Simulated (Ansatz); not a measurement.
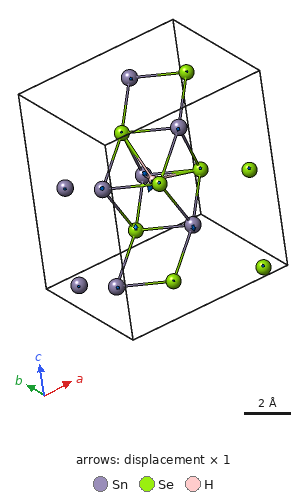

This is a relaxation of a defect cell of composition Sn8HSe8 (cell charge +1). The starting structure is drawn; blue arrows show the displacements, at their true length.

A ball-and-stick model of the cell of the calculation (origin shifted), seen from a free direction.

It is an interstitial H in Cmcm SnSe. The run prepares an end point of a later path (interstitial hop) calculation, from a guessed geometry.

Computed with Ansatz, DFT LDA, scalar-relativistic, plane waves, PAW. Set-up: plane-wave cutoff 420 eV; k-point mesh 2 × 2 × 2; occupations gaussian; smearing width 0.05 eV; no spin polarisation; atoms relaxed in a fixed cell; force threshold 0.03 eV/Å; at most 60 steps.

> Which element moves most?

Hydrogen: up to 0.60 Å, against 0.32 Å for tin.

> What did the optimiser do to the structure, and how much energy did it gain?

The largest move is that of the H atom, 0.60 Å along [−1 0 −1]. Largest moves by element: H 0.60 Å, Sn 0.32 Å, Se 0.31 Å. The lattice vectors keep their values. Some distances before and after: H–Se 2.379 → 1.514 Å, H–Se 2.448 → 2.959 Å, H–Se 2.404 → 2.809 Å, Se–Sn 3.063 → 3.446 Å. New bonds form, among them: H–Se (2.38 → 1.51 Å). Among the angles between lasting bonds that change: Se–Sn–Se 89.6° → 101.5°, Se–Sn–Se 89.6° → 100.7°, Sn–Se–Sn 89.6° → 98.6°. Over 11 geometry steps the energy falls by 1.245 eV per cell of the calculation. Largest force component: 0.7 eV/Å at the start, 0.017 eV/Å at the end.

Limits of the set-up: the periodic images lie only 7.6 Å apart, so the values are limited by the cell's size; the cell is charged, on a uniform background, and energies carry no finite-size correction.
